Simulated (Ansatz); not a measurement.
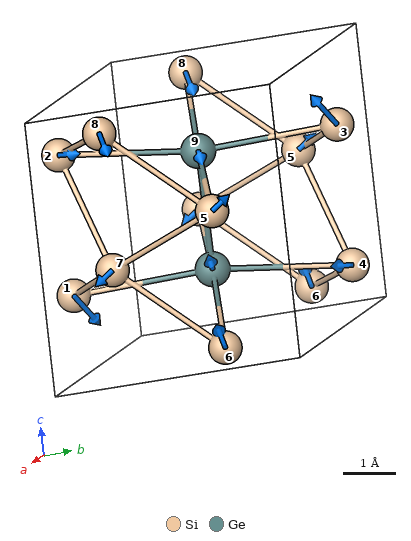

A relaxation of solid Si₄Ge (a generated structure, set up in P-1) (coarse preliminary run). The starting structure is drawn; blue arrows show the displacements (the part carried along by the change of the cell is left out), magnified 5 times.

A ball-and-stick model of the cell of the calculation, seen slightly off an axis.

These are results of DFT PBE, scalar-relativistic, plane waves, PAW (Ansatz 0.2.0), not measurements. Settings: plane-wave cutoff 420 eV; k-point mesh 4 × 4 × 4; occupations gaussian; smearing width 0.1 eV; no spin polarisation; cell and atoms relaxed; force threshold 0.04 eV/Å; at most 70 steps.

Atoms of which element are displaced furthest, and by how much?

Answer. Silicon: up to 0.19 Å, against 0.08 Å for germanium.

What happened in the run?

Answer. Over 7 accepted moves (8 points after the start) the energy falls by 7.4 meV per atom. The largest force component goes from 0.25 to 0.025 eV/Å. Pressure: 0.19 GPa at the start and 0.01 GPa at the end. At 1 point the geometry stayed and the basis and grid were re-selected for the new cell (energy shift of less than 0.05 meV per atom at most each time). The largest moves relative to the cell, 0.19 Å, are those of Si atoms. By element the largest moves are Si 0.19 Å, Ge 0.08 Å. Cell: a 5.267 → 5.338 Å (+1.3 %), b 5.403 → 5.408 Å (+0.1 %), c 6.166 → 6.140 Å (−0.4 %), α 74.4° → 74.1°, β 72.4° → 72.1°, γ 83.5° → 84.1°. Volume +0.7 %. Among the contacts that change: Si–Si 2.971 → 2.761 Å, Si–Si 2.691 → 2.846 Å, Si–Si 2.731 → 2.871 Å, Ge–Si 2.782 → 2.682 Å. Bond angles that change, for instance: Si–Si–Ge 146.5° → 156.9°, Si–Si–Si 100.9° → 110.6°, Si–Si–Si 144.2° → 135.9°. The space group stays P-1 (No. 2).
